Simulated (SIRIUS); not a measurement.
# Energy of BaTiO₃ along an even scaling of the cell

System: BaTiO₃ (5 atoms in the cell).
Method: Kohn-Sham DFT of a periodic cell, PBEsol, dojo-sr-pbesol-0.4.1-standard, no spin polarisation (SIRIUS 7.12.0).

The 7 runs differ only in the geometry, by an even scaling of the cell at fixed fractional positions. The structure derives from an entry of the Crystallography Open Database.

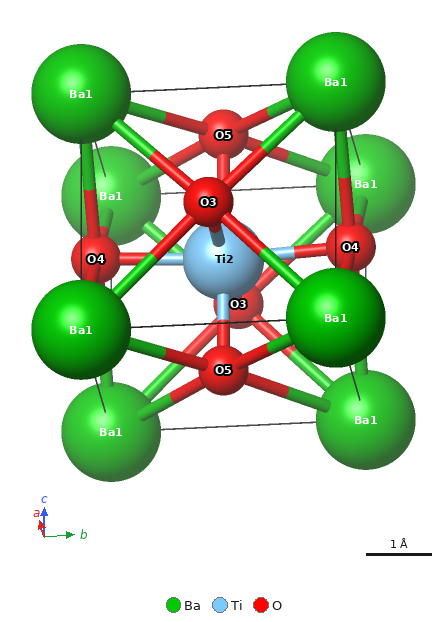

Figure 1. The structure of run 4 (ball-and-stick view of the cell of the calculation, seen at an oblique angle; atoms are numbered from 1 in the order of the input). An atom can appear more than once, as a periodic image.

## Input of run 4
```
{
  "control": {
    "processing_unit": "cpu",
    "verbosity": 2,
    "num_bands_to_print": 29,
    "print_forces": true,
    "print_stress": true
  },
  "parameters": {
    "electronic_structure_method": "pseudopotential",
    "xc_functionals": ["XC_GGA_X_PBE_SOL", "XC_GGA_C_PBE_SOL"],
    "gk_cutoff": 9.2,
    "pw_cutoff": 18.4,
    "ngridk": [7, 7, 7],
    "shiftk": [0, 0, 0],
    "smearing": "fermi_dirac",
    "smearing_width": 0.0018374661,
    "num_bands": 29,
    "num_mag_dims": 0,
    "num_dft_iter": 100,
    "energy_tol": 1e-08,
    "density_tol": 1e-06
  },
  "iterative_solver": {
    "type": "davidson",
    "min_tolerance": 1e-10
  },
  "mixer": {
    "type": "anderson",
    "beta": 0.7,
    "max_history": 8
  },
  "settings": {
    "tol_ne": 1e-10,
    "pseudo_grid_cutoff": 6.5
  },
  "unit_cell": {
    "lattice_vectors": [
      [7.558526553278, 0.0, 0.0],
      [0.0, 7.558526553278, 0.0],
      [0.0, 0.0, 7.592919568746]
    ],
    "atom_coordinate_units": "lattice",
    "atom_types": ["Ba", "Ti", "O"],
    "atom_files": {
      "O": "O.json",
      "Ti": "Ti.json",
      "Ba": "Ba.json"
    },
    "atoms": {
      "Ba": [
        [0.0, 0.0, 0.0]
      ],
      "Ti": [
        [0.5, 0.5, 0.49]
      ],
      "O": [
        [0.0, 0.5, 0.517],
        [0.5, 0.0, 0.517],
        [0.5, 0.5, 0.019]
      ]
    }
  }
}
```

Command:
```bash
upf_to_json O.upf
upf_to_json Ti.upf
upf_to_json Ba.upf
OMP_NUM_THREADS=4 sirius.scf --input=sirius.json --output=out.json --task=0
```

Lattice vectors (Å) and fractional positions of run 4:
```
   3.999800    0.000000    0.000000
   0.000000    3.999800    0.000000
   0.000000    0.000000    4.018000
Ba  0.000000  0.000000  0.000000
Ti  0.500000  0.500000  0.490000
O   0.000000  0.500000  0.517000
O   0.500000  0.000000  0.517000
O   0.500000  0.500000  0.019000
```

Run 3 differs from it as follows:
```diff
-      [7.558526553278, 0.0, 0.0],
-      [0.0, 7.558526553278, 0.0],
-      [0.0, 0.0, 7.592919568746]
+      [7.507796658553, 0.0, 0.0],
+      [0.0, 7.507796658553, 0.0],
+      [0.0, 0.0, 7.541958841519]
```

## Results, with one run withheld

| run | volume per atom (Å³) | free energy per atom, from the lowest run given (meV) | pressure (GPa) | gap on the mesh (eV) |
| --- | --- | --- | --- | --- |
| 1 | 12.085 | 9.49 | 8.06 | 2.01 |
| 2 | 12.342 | 0.03 | 3.76 | 1.96 |
| 3 | 12.599 | ? | ? | ? |
| 4 | 12.856 | 0.00 | −3.52 | 1.88 |
| 5 | 13.113 | 8.12 | −6.59 | 1.84 |
| 6 | 13.371 | 20.89 | −9.33 | 1.79 |
| 7 | 13.628 | 37.83 | −11.78 | 1.75 |

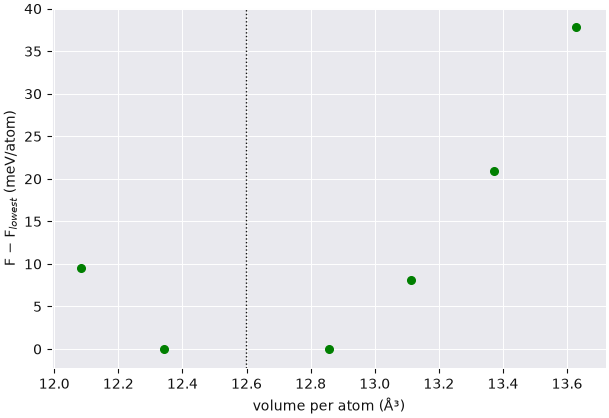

Figure 2. Free energy per atom of the runs given; the dotted line marks run 3.

What should run 3 give?

A cubic polynomial in V^(−2/3) (the Birch–Murnaghan form), fitted to the 6 runs given, misses them by at most 0.02 meV per atom. With x = V^(−2/3) − 0.18199 Å⁻², it reads F = 0.5568 − 2514.5 x + 4.5599e+05 x² + 6.8456e+05 x³ (meV per atom). At run 3 it gives −2.89 meV per atom, and the run itself gives −2.90. The slope of the fit gives a pressure −dF/dV of −0.06 GPa there, and the run prints −0.09 GPa. The fit has its minimum at 12.595 Å³ per atom, where V d²F/dV² gives 178 GPa. Cell shape and fractional positions are held, so this is the stiffness under even scaling; the relaxed bulk modulus wasn't computed. The gap on the mesh goes, without turning, from 2.01 eV in run 1 to 1.75 eV in run 7; run 3 has 1.92 eV. These are gaps of this functional on this mesh, which can miss the band edges; they aren't the measured gap.

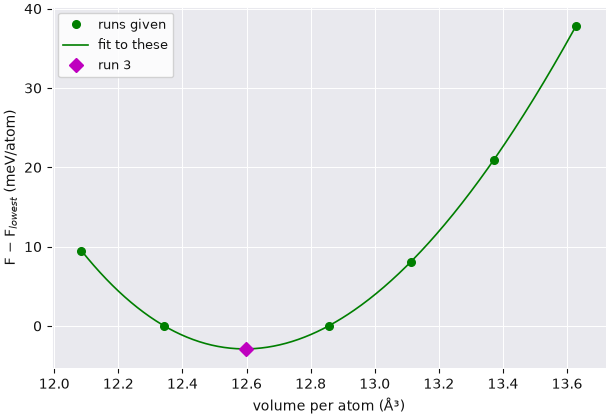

Figure 3. The fit and the withheld run.

## Some lines of the output (run 3)
```
[...]
[find] Total energy                   :    -137.19429500 (Ha),    -274.38858999 (Ry)
[find] Free energy (E-TS)             :    -137.19429500 (Ha),    -274.38858999 (Ry)
[find] band gap (eV)                  :       1.92108517
[find] Efermi                         :       0.42134138
[find] Total energy                   :    -137.19429500 (Ha),    -274.38859000 (Ry)
[find] Free energy (E-TS)             :    -137.19429500 (Ha),    -274.38859000 (Ry)
[find] band gap (eV)                  :       1.92110435
[find] Efermi                         :       0.42134022
[find] band gap (eV)                  :       1.92109599
[find] Efermi                         :       0.42133994
[find] band gap (eV)                  :       1.92109373
[find] Efermi                         :       0.42133982
[find] band gap (eV)                  :       1.92109934
[find] Efermi                         :       0.42133986
```
